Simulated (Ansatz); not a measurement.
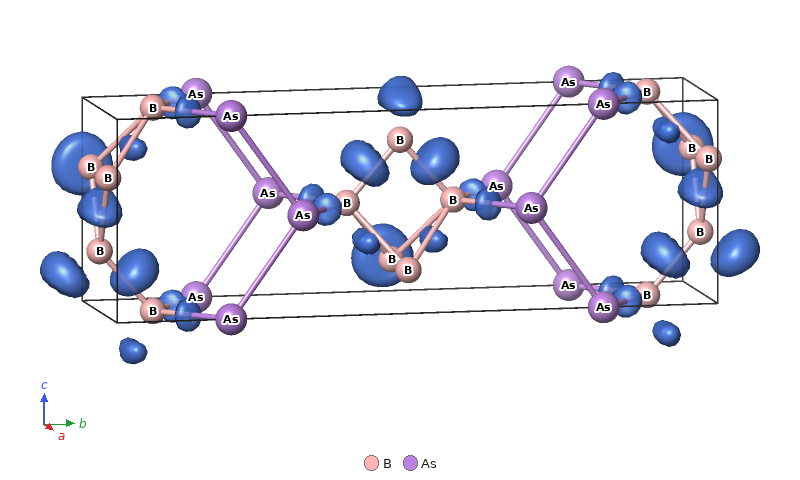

Figure. B$_{5}$As$_{2}$. Isosurface of the electron localisation function at 0.8 (blue), seen slightly off an axis. Only the valence region is drawn (cores and ρ < 0.01 e/Å³ removed). Sticks mark near contacts.

Space group Amm2; a generated structure, not necessarily the stable one; computed without spin polarisation.

Level of theory: Ansatz, DFT PBE, scalar-relativistic, plane waves, PAW.

Core electrons are frozen (PAW), and the valence fields are smoothed inside the atomic spheres.

```yaml
crystal:
  lattice:
    - [-3.26361, 0.00000, 0.00000]
    - [0.00000, 12.66202, 0.00000]
    - [0.00000, 0.00000, -4.22588]
  atoms:
    - { symbol: B, position: [0.25849, 0.00000, 0.68380] }
    - { symbol: B, position: [0.25849, 0.50000, 0.18380] }
    - { symbol: B, position: [0.74151, 0.00000, 0.68380] }
    - { symbol: B, position: [0.74151, 0.50000, 0.18380] }
    - { symbol: B, position: [0.50000, 0.50000, 0.79813] }
    - { symbol: B, position: [0.50000, 0.00000, 0.29813] }
    - { symbol: B, position: [0.50000, 0.08873, 0.99555] }
    - { symbol: B, position: [0.50000, 0.58873, 0.49555] }
    - { symbol: B, position: [0.50000, 0.91127, 0.99555] }
    - { symbol: B, position: [0.50000, 0.41127, 0.49555] }
    - { symbol: As, position: [0.00000, 0.81001, 0.99917] }
    - { symbol: As, position: [0.00000, 0.31001, 0.49917] }
    - { symbol: As, position: [0.00000, 0.18999, 0.99917] }
    - { symbol: As, position: [0.00000, 0.68999, 0.49917] }
```

Q: What do the ELF domains correspond to?

A: At this value the surface marks out eight regions between bonded As–B atoms and twelve regions between bonded B–B atoms, counted in one cell of 14 atoms. Regions shared between cells count once.

Values along the shortest contacts:
B–B (1.58 Å): the ELF peaks at about 0.75 between the atoms. B–As (2.08 Å): the ELF peaks at about 0.85 between the atoms.

Q: Metal or insulator at this level of theory?

A: It is gapless in this calculation (a metal or semimetal).
